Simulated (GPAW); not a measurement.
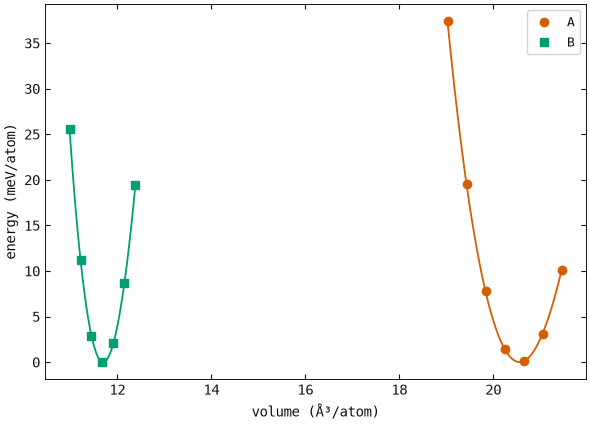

The figure compares two calculations of the energy against volume, each curve from its own zero. The first is for BP, space group F-43m (No. 216).

The cell holds 2 atoms.

Calculation (GPAW 26.7.0): PAW DFT in plane waves, on a grid or in atomic orbitals, no spin polarisation; energies at scaled volumes of the given cell, shape and fractions fixed, counted from the fit's minimum, third-order Birch-Murnaghan fit. Level: r2SCAN.

- k mesh: 10×10×10
- occupations: Fermi–Dirac
- smearing width: 0.05 eV
- potentials: GPAW PAW data sets (gpaw data 1.2.1)
- wave cutoff: 800 eV
- program settings: basis pw

In the second, B is replaced by Ga on all its sites, which gives GaP in the same structure. The second calculation uses wave cutoff 600 eV and k mesh 8×8×8.

Question: Which of A and B is the second calculation, and what did the change do?

Answer: A. The equilibrium volume rises from 11.70 to 20.56 Å³/atom (+76 %) and the bulk modulus falls from 169 to 90 GPa (−47 %).

V0 and the bulk modulus come from third-order Birch–Murnaghan fits.
